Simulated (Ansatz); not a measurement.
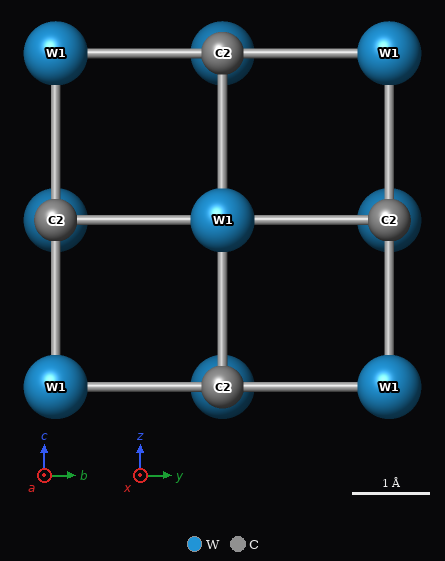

A scan of solid WC (Fm-3m): the cell is strained along y alone, with the atoms kept at their fractional coordinates. x, y and z are the Cartesian axes of the input. The picture shows the reference cell. The picture is a ball-and-stick view of the conventional cell (4 times the calculation's cell), seen along the a axis. Lengths and directions refer to the drawn axes.

All numbers below come from DFT PBEsol, scalar-relativistic, plane waves, PAW (Ansatz). (plane-wave cutoff 420 eV; k-point mesh 24 × 24 × 24; occupations gaussian; smearing width 0.15 eV; no spin polarisation). Energies (free energies at the smearing named) are counted from the relaxed crystal.

Input
```yaml
crystal:
  lattice:
    - [0.0, 2.1726853743, 2.1726853743]
    - [2.1726853743, 0.0, 2.1726853743]
    - [2.1726853743, 2.1726853743, 0.0]
  atoms:
    - { symbol: W, position: [0.0, 0.0, 0.0] }
    - { symbol: C, position: [0.5, 0.5, 0.5] }
basis:
  ecutwfc: 420
kpoints:
  mp_grid: { grid: [24, 24, 24] }
hamiltonian:
  xc: pbesol
scf:
  occupations: { method: gaussian, width: 0.15 }
output:
  forces: true
  stress: true
  eigenvalues: true
  write_density: true
  write_potential: true
  elf: true
  volumetric_format: npy
```

Command:
```bash
ansatz run input.yaml --threads 1 --pin off --max-ram 2560MiB --backend cpu --events-out ev --progress --plain --runs-dir out
```

Give the energy at each point (the strain: −0.060, −0.045, −0.030, 0.000, 0.015, 0.030, 0.045, 0.060).

Answer.
| strain | ΔE (meV/atom) |
| --- | --- |
| −0.060 | 118.6 |
| −0.045 | 62.7 |
| −0.030 | 26.2 |
| 0.000 | 0.0 |
| 0.015 | 5.4 |
| 0.030 | 20.5 |
| 0.045 | 43.3 |
| 0.060 | 72.3 |

Of the computed points the lowest is at the strain 0.00, 0.0 meV/atom. The end points stand at 118.6 meV/atom (−0.06) and 72.3 meV/atom (0.06). The distortion takes the space group from Fm-3m to I4/mmm. At the strain −0.06 the cell of the drawing goes b 4.345 → 4.085 Å.

As a plot:

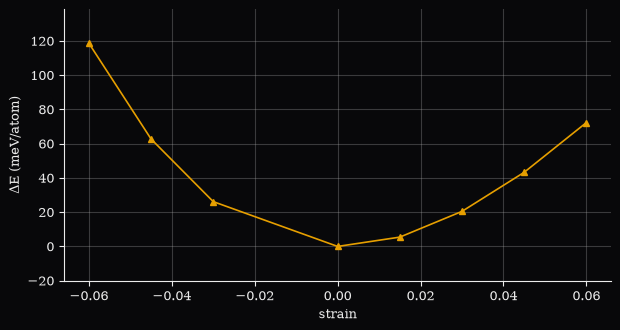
